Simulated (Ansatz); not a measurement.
# Geometry relaxation, with input and output: Ta4N3 (part 1 of 2)

- system: Ta4N3 (7 atoms in the cell)
- method: DFT r2SCAN, scalar-relativistic, plane waves, PAW, no spin polarisation (Ansatz 0.2.0)

The structure derives from a Materials Project entry. Figures and captions count atoms from 1; the log counts them from 0 in places.

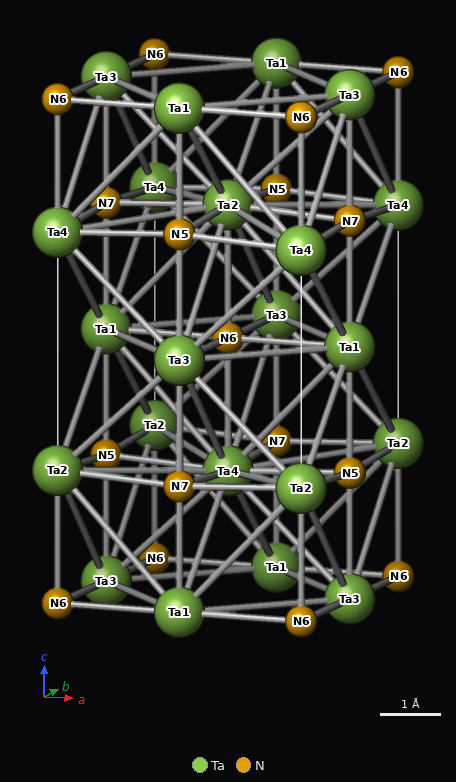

Figure 1. The input geometry (ball-and-stick view of the cell 2 times as large as that of the calculation, set on its symmetry axes, seen slightly off an axis; atoms are numbered from 1 in the order of the input). An atom can appear more than once, as a periodic image.

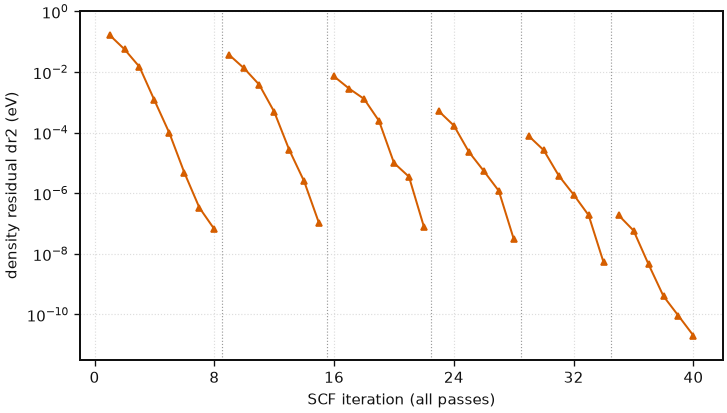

Figure 2. Convergence of the self-consistent field: density residual dr2 against the SCF iteration. The dotted lines part the SCF passes of the relaxation: geometry steps, rejected trials and re-solves on a re-selected basis. The 6 passes take 6 to 8 iterations each, 40 in all.

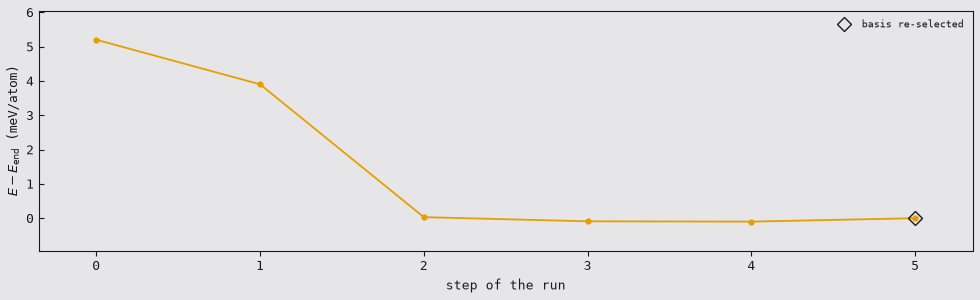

Figure 3. Progress of the relaxation, step by step (the first geometry is step 0 here and step 1 in the log).

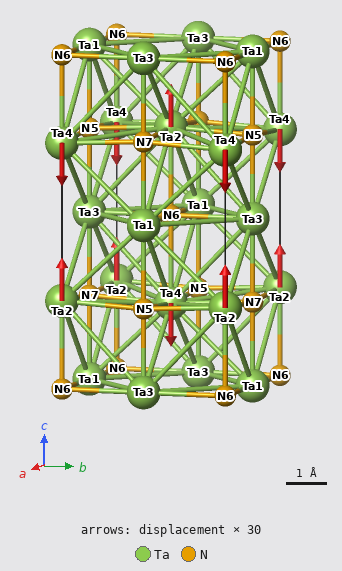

Figure 4. The starting structure with the displacements (without the part carried along by the change of the cell) as red arrows, magnified 30 times (ball-and-stick view of the cell 2 times as large as that of the calculation, set on its symmetry axes, seen slightly off an axis). The largest moves relative to the cell, 0.037 Å, are those of Ta2 and Ta4. N stays in place. Cell: a = b 4.406 → 4.380 Å (−0.6 %), c 8.621 → 8.580 Å (−0.5 %). Volume −1.7 %. Among the contacts that change: Ta1–Ta2 3.000 → 2.959 Å, Ta2–N6 2.274 → 2.301 Å, Ta1–Ta3 3.116 → 3.097 Å, Ta1–N6 2.203 → 2.190 Å. The space group stays I4/mmm (No. 139). Over 4 geometry steps the energy falls by 5.3 meV per atom. Largest force component: 0.32 eV/Å at the start, 0.0005 eV/Å at the end. Pressure: −5.41 GPa at the start and 0.00 GPa at the end. A last SCF at the same geometry on a re-selected plane-wave basis shifts the energy by +0.1 meV per atom. (Atoms are counted from 1 in the order of the input.)

The input that produced these results follows, with the program's output.

Input file
```yaml
crystal:
  lattice:
    - [-2.203196, 2.203196, 4.310613]
    - [2.203196, -2.203196, 4.310613]
    - [2.203196, 2.203196, -4.310613]
  atoms:
    - { symbol: Ta, position: [0.0, 0.5, 0.5] }
    - { symbol: Ta, position: [0.26382, 0.26382, 0.0] }
    - { symbol: Ta, position: [0.5, 0.0, 0.5] }
    - { symbol: Ta, position: [0.73618, 0.73618, 0.0] }
    - { symbol: "N", position: [0.75, 0.25, 0.5] }
    - { symbol: "N", position: [0.0, 0.0, 0.0] }
    - { symbol: "N", position: [0.25, 0.75, 0.5] }
basis:
  ecutwfc: 500
kpoints:
  mp_grid: { grid: [12, 12, 12] }
hamiltonian:
  xc: r2scan
scf:
  occupations: { method: gaussian, width: 0.1 }
output:
  forces: true
  stress: true
  eigenvalues: true
relax:
  adjacent_minimum: "off"
  f_tol: 0.005
  max_steps: 80
  cell: { stress_tol: 0.05 }
```

Command:
```bash
ansatz run input.yaml --threads 2 --pin off --max-ram 5120MiB --backend cpu --events-out ev --progress --plain --runs-dir out
```

The program's output
```
Engine: ansatz 0.2.0, x86_64-unknown-linux-gnu
Pseudopotentials: kind: paw
Pseudopotential: Ta, paw, valence charge 13, recommended cutoff 500 eV (meta_gga), Ta.paw.azcp
Pseudopotential: N, paw, valence charge 5, recommended cutoff 500 eV (meta_gga), N.paw.azcp
Functional definition: r2SCAN
  parameter k0 = 0.174
  parameter k1 = 0.065
  parameter a1 = 4.9479
  exchange = r2scan_x(k0 = k0, k1 = k1, a1 = a1)
  correlation = r2scan_c
Crystal: 7 atoms, lattice volume = 83.696 Å³
Basis set: ecut = 500 eV, 2107 PW (Γ), exchange–correlation on 160×160×160 points (64 copies of the dense FFT grid, shifted against one another)
Bands: 41, of which v1, the nominal top of the filled ones, is band 34 counted from 1 (33 counted from 0)
Symmetry: 16 space group operations
Space group: I4/mmm (ITA 139), of the structure as read, at distance tolerance 4.4e-5 Å
k-points: 163 of 1728
Non-local potential: Ta, projectors of the file, l = 0: 3, l = 1: 2, l = 2: 2, l = 3: 1
Non-local potential: N, projectors of the file, l = 0: 2, l = 1: 2, l = 2: 1
PAW form: soft (Blöchl's): semilocal exchange-correlation on the pseudo side does not see the compensation charge
PAW frozen core: Ta, regenerated for the run's functional (the file was generated under x = pbe(κ = 0.804, μ = 0.2195149727645171), c = pbe(β = 0.06672455060314922))
PAW frozen core: N, regenerated for the run's functional (the file was generated under x = pbe(κ = 0.804, μ = 0.2195149727645171), c = pbe(β = 0.06672455060314922))
PAW one-centre angular grid: Ta, 590 points (default); XC on 160 Gauss nodes
PAW one-centre angular grid: N, 302 points (default); XC on 160 Gauss nodes
Initial density: superposition of atomic densities (neutral atoms: chi_scale 0, normalization atom), corrected by the library's trained network
Initial wavefunctions: pseudopotential atomic-orbital guess
Functional: x = r2scan, c = r2scan; τ floored in thin density (d = 2e-4 eV/Å³)
SCF iter   1: F=—  HF=-40938.923626 eV  |F-HF|=—  |Δ(HF+E_count)|=         —  Δρ=1.29e-2  dr2=1.66e-1  dr2_τ=3.92e-1  ethr=1.77e-3  ⟨swp⟩=5.6  Hψ=26410  notcnv=0
preconditioner: auto → Kerker (q_TF=auto, 2.629 Å⁻¹)  [metal: Δε(μ)=0.013 eV  Ē_g=9.345 eV  σ=0.100 eV  W_gap=0.08  n_scr=30 (ndim 8)  ℏωp=24.0 eV  f_vac=0.000  D(μ)=2.04/eV (n_scr^D=14)]
SCF iter   2: F=—  HF=-40939.121732 eV  |F-HF|=—  |Δ(HF+E_count)|=   1.98e-1  Δρ=8.64e-3  dr2=5.59e-2  dr2_τ=3.73e-3  ethr=2.47e-4  ⟨swp⟩=2.0  Hψ=11668  notcnv=0  defer=384
SCF iter   3: F=—  HF=-40939.129061 eV  |F-HF|=—  |Δ(HF+E_count)|=   7.33e-3  Δρ=3.56e-3  dr2=1.47e-2  dr2_τ=3.13e-3  ethr=8.34e-5  ⟨swp⟩=2.0  Hψ=9154  notcnv=0  defer=384
SCF iter   4: F=—  HF=-40939.128319 eV  |F-HF|=—  |Δ(HF+E_count)|=   7.42e-4  Δρ=9.03e-4  dr2=1.16e-3  dr2_τ=1.51e-4  ethr=2.20e-5  ⟨swp⟩=2.0  Hψ=8855  notcnv=0  defer=384
SCF iter   5: F=—  HF=-40939.128354 eV  |F-HF|=—  |Δ(HF+E_count)|=   3.53e-5  Δρ=3.28e-4  dr2=9.56e-5  dr2_τ=4.75e-6  ethr=1.73e-6  ⟨swp⟩=2.1  Hψ=9087  notcnv=0  defer=384
SCF iter   6: F=—  HF=-40939.128367 eV  |F-HF|=—  |Δ(HF+E_count)|=   1.35e-5  Δρ=8.27e-5  dr2=4.72e-6  dr2_τ=6.73e-7  ethr=1.43e-7  ⟨swp⟩=2.0  Hψ=10513  notcnv=0  defer=384
SCF iter   7: F=—  HF=-40939.128368 eV  |F-HF|=—  |Δ(HF+E_count)|=   2.55e-7  Δρ=2.20e-5  dr2=3.33e-7  dr2_τ=3.57e-8  ethr=7.05e-9  ⟨swp⟩=2.0  Hψ=9464  notcnv=0  defer=384
SCF iter   8: F=-40939.128368 eV  HF=-40939.128368 eV  |F-HF|=3.18e-8  |Δ(HF+E_count)|=   1.52e-7  Δρ=8.81e-6  dr2=6.50e-8  dr2_τ=8.80e-9  ethr=1.49e-10  ⟨swp⟩=11.3  Hψ=31302  notcnv=0
SCF 1 converged in 8 iterations: F = -40939.128368 eV  dr2 = 6.50e-8
  greatest PAW one-centre occupation: 0.998 electrons in one spin orbital (limit 2), on the Ta atom at site 3 (counted from 0), in its partial waves of l = 0
relax step   1: F+E_penalty+E_count = -40939.12836768 eV  Δ(F+E_penalty+E_count) = +0.000e0 eV  max|allowed force component| = 3.203e-1 eV/Å  Δτ_max = 0.0000 Å  P = -5.407 GPa  Ω = 83.696 Å³  (8 SCF iters, dr2 threshold 1.00e-7 eV, accepted)
Crystal: 7 atoms, lattice volume = 80.866 Å³
Basis set: ecut = 500 eV, 2055 PW (Γ), exchange–correlation on 160×160×160 points (64 copies of the dense FFT grid, shifted against one another)
Initial density: handed on by an earlier stage of this run
Initial wavefunctions: those handed on with the density
iter 1 solved again at ethr=5.31e-5 eV; its pass at ethr=3.10e-3 eV (dr2=3.56e-2 eV) is discarded
SCF iter   1: F=—  HF=-40938.924248 eV  |F-HF|=—  |Δ(HF+E_count)|=         —  Δρ=5.96e-3  dr2=3.62e-2  dr2_τ=3.77e-1  ethr=5.31e-5  ⟨swp⟩=1.1  Hψ=34854  notcnv=0
preconditioner: auto → Kerker (q_TF=auto, 2.644 Å⁻¹)  [metal: Δε(μ)=0.032 eV  Ē_g=9.534 eV  σ=0.100 eV  W_gap=0.18  n_scr=30 (ndim 8)  ℏωp=24.4 eV  f_vac=0.000  D(μ)=1.88/eV (n_scr^D=14)]
SCF iter   2: F=—  HF=-40939.138012 eV  |F-HF|=—  |Δ(HF+E_count)|=   2.14e-1  Δρ=3.98e-3  dr2=1.30e-2  dr2_τ=5.75e-4  ethr=5.31e-5  ⟨swp⟩=2.0  Hψ=13355  notcnv=0
SCF iter   3: F=—  HF=-40939.138039 eV  |F-HF|=—  |Δ(HF+E_count)|=   2.65e-5  Δρ=1.61e-3  dr2=3.79e-3  dr2_τ=6.65e-4  ethr=1.95e-5  ⟨swp⟩=2.0  Hψ=9505  notcnv=0
SCF iter   4: F=—  HF=-40939.137494 eV  |F-HF|=—  |Δ(HF+E_count)|=   5.44e-4  Δρ=5.17e-4  dr2=4.84e-4  dr2_τ=2.95e-5  ethr=5.66e-6  ⟨swp⟩=2.0  Hψ=8959  notcnv=0
SCF iter   5: F=—  HF=-40939.137455 eV  |F-HF|=—  |Δ(HF+E_count)|=   3.93e-5  Δρ=1.91e-4  dr2=2.71e-5  dr2_τ=2.13e-6  ethr=7.22e-7  ⟨swp⟩=2.1  Hψ=9155  notcnv=0
SCF iter   6: F=—  HF=-40939.137462 eV  |F-HF|=—  |Δ(HF+E_count)|=   7.36e-6  Δρ=6.04e-5  dr2=2.45e-6  dr2_τ=6.11e-7  ethr=4.05e-8  ⟨swp⟩=2.0  Hψ=10747  notcnv=0
SCF iter   7: F=-40939.137463 eV  HF=-40939.137463 eV  |F-HF|=8.37e-8  |Δ(HF+E_count)|=   1.63e-7  Δρ=1.47e-5  dr2=1.00e-7  dr2_τ=9.45e-9  ethr=1.04e-9  ⟨swp⟩=7.7  Hψ=30735  notcnv=0
SCF 2 converged in 7 iterations: F = -40939.137463 eV  dr2 = 1.00e-7
relax step   2: F+E_penalty+E_count = -40939.13746264 eV  Δ(F+E_penalty+E_count) = -9.095e-3 eV  max|allowed force component| = 1.088e-1 eV/Å  Δτ_max = 0.0464 Å  P = +6.058 GPa  Ω = 80.866 Å³  energy of the carried Pulay correction = +1.455e-3 eV  (7 SCF iters, dr2 threshold 7.00e-7 eV, accepted)
Crystal: 7 atoms, lattice volume = 82.271 Å³
Basis set: ecut = 500 eV, 2087 PW (Γ), exchange–correlation on 160×160×160 points (64 copies of the dense FFT grid, shifted against one another)
iter 1 solved again at ethr=1.05e-5 eV; its pass at ethr=3.10e-3 eV (dr2=7.03e-3 eV) is discarded
SCF iter   1: F=—  HF=-40939.120518 eV  |F-HF|=—  |Δ(HF+E_count)|=         —  Δρ=2.56e-3  dr2=7.08e-3  dr2_τ=6.59e-2  ethr=1.05e-5  ⟨swp⟩=1.8  Hψ=34944  notcnv=0
preconditioner: auto → Kerker (q_TF=auto, 2.637 Å⁻¹)  [metal: Δε(μ)=0.016 eV  Ē_g=9.417 eV  σ=0.100 eV  W_gap=0.09  n_scr=30 (ndim 8)  ℏωp=24.2 eV  f_vac=0.000  D(μ)=1.92/eV (n_scr^D=14)]
SCF iter   2: F=—  HF=-40939.164726 eV  |F-HF|=—  |Δ(HF+E_count)|=   4.42e-2  Δρ=1.80e-3  dr2=2.83e-3  dr2_τ=8.87e-5  ethr=1.05e-5  ⟨swp⟩=2.0  Hψ=11520  notcnv=0
SCF iter   3: F=—  HF=-40939.164830 eV  |F-HF|=—  |Δ(HF+E_count)|=   1.04e-4  Δρ=1.13e-3  dr2=1.29e-3  dr2_τ=2.36e-4  ethr=4.22e-6  ⟨swp⟩=2.0  Hψ=9536  notcnv=0
SCF iter   4: F=—  HF=-40939.164601 eV  |F-HF|=—  |Δ(HF+E_count)|=   2.29e-4  Δρ=4.15e-4  dr2=2.42e-4  dr2_τ=7.32e-6  ethr=1.92e-6  ⟨swp⟩=2.0  Hψ=8529  notcnv=0
SCF iter   5: F=—  HF=-40939.164562 eV  |F-HF|=—  |Δ(HF+E_count)|=   3.97e-5  Δρ=9.14e-5  dr2=9.92e-6  dr2_τ=1.54e-6  ethr=3.61e-7  ⟨swp⟩=2.0  Hψ=9501  notcnv=0
SCF iter   6: F=—  HF=-40939.164562 eV  |F-HF|=—  |Δ(HF+E_count)|=   8.35e-7  Δρ=6.10e-5  dr2=3.49e-6  dr2_τ=3.37e-7  ethr=1.48e-8  ⟨swp⟩=2.0  Hψ=10154  notcnv=0
SCF iter   7: F=-40939.164562 eV  HF=-40939.164562 eV  |F-HF|=1.23e-8  |Δ(HF+E_count)|=   2.92e-7  Δρ=1.01e-5  dr2=7.74e-8  dr2_τ=8.20e-9  ethr=1.04e-9  ⟨swp⟩=4.5  Hψ=31729  notcnv=0
SCF 3 converged in 7 iterations: F = -40939.164562 eV  dr2 = 7.74e-8
relax step   3: F+E_penalty+E_count = -40939.16456203 eV  Δ(F+E_penalty+E_count) = -2.710e-2 eV  max|allowed force component| = 7.765e-2 eV/Å  Δτ_max = 0.0180 Å  P = +0.094 GPa  Ω = 82.271 Å³  energy of the carried Pulay correction = +7.262e-4 eV  (7 SCF iters, dr2 threshold 7.00e-7 eV, accepted)
Crystal: 7 atoms, lattice volume = 82.295 Å³
Basis set: ecut = 500 eV, 2103 PW (Γ), exchange–correlation on 160×160×160 points (64 copies of the dense FFT grid, shifted against one another)
iter 1 solved again at ethr=8.12e-7 eV; its pass at ethr=3.10e-3 eV (dr2=5.44e-4 eV) is discarded
SCF iter   1: F=—  HF=-40939.162950 eV  |F-HF|=—  |Δ(HF+E_count)|=         —  Δρ=7.70e-4  dr2=5.03e-4  dr2_τ=6.21e-3  ethr=8.12e-7  ⟨swp⟩=2.1  Hψ=31550  notcnv=0
preconditioner: auto → Kerker (q_TF=auto, 2.636 Å⁻¹)  [metal: Δε(μ)=0.015 eV  Ē_g=9.413 eV  σ=0.100 eV  W_gap=0.08  n_scr=30 (ndim 8)  ℏωp=24.2 eV  f_vac=0.000  D(μ)=1.90/eV (n_scr^D=14)]
SCF iter   2: F=—  HF=-40939.165427 eV  |F-HF|=—  |Δ(HF+E_count)|=   2.48e-3  Δρ=4.62e-4  dr2=1.70e-4  dr2_τ=3.18e-6  ethr=7.50e-7  ⟨swp⟩=2.0  Hψ=12150  notcnv=0
SCF iter   3: F=—  HF=-40939.165418 eV  |F-HF|=—  |Δ(HF+E_count)|=   9.83e-6  Δρ=1.50e-4  dr2=2.31e-5  dr2_τ=3.22e-6  ethr=2.54e-7  ⟨swp⟩=2.0  Hψ=9238  notcnv=0
SCF iter   4: F=—  HF=-40939.165413 eV  |F-HF|=—  |Δ(HF+E_count)|=   4.14e-6  Δρ=6.18e-5  dr2=5.38e-6  dr2_τ=2.48e-7  ethr=3.44e-8  ⟨swp⟩=2.0  Hψ=9108  notcnv=0
SCF iter   5: F=—  HF=-40939.165413 eV  |F-HF|=—  |Δ(HF+E_count)|=   7.32e-7  Δρ=3.83e-5  dr2=1.19e-6  dr2_τ=6.32e-8  ethr=8.03e-9  ⟨swp⟩=2.1  Hψ=8375  notcnv=0
SCF iter   6: F=-40939.165413 eV  HF=-40939.165413 eV  |F-HF|=1.92e-9  |Δ(HF+E_count)|=   1.75e-8  Δρ=5.80e-6  dr2=3.05e-8  dr2_τ=1.57e-9  ethr=1.04e-9  ⟨swp⟩=6.6  Hψ=27946  notcnv=0
SCF 4 converged in 6 iterations: F = -40939.165413 eV  dr2 = 3.05e-8
relax step   4: F+E_penalty+E_count = -40939.16541272 eV  Δ(F+E_penalty+E_count) = -8.507e-4 eV  max|allowed force component| = 2.195e-2 eV/Å  Δτ_max = 0.0065 Å  P = +0.031 GPa  Ω = 82.295 Å³  energy of the carried Pulay correction = +7.142e-4 eV  (6 SCF iters, dr2 threshold 7.00e-7 eV, accepted)
Crystal: 7 atoms, lattice volume = 82.307 Å³
iter 1 solved again at ethr=1.26e-7 eV; its pass at ethr=3.10e-3 eV (dr2=8.48e-5 eV) is discarded
```
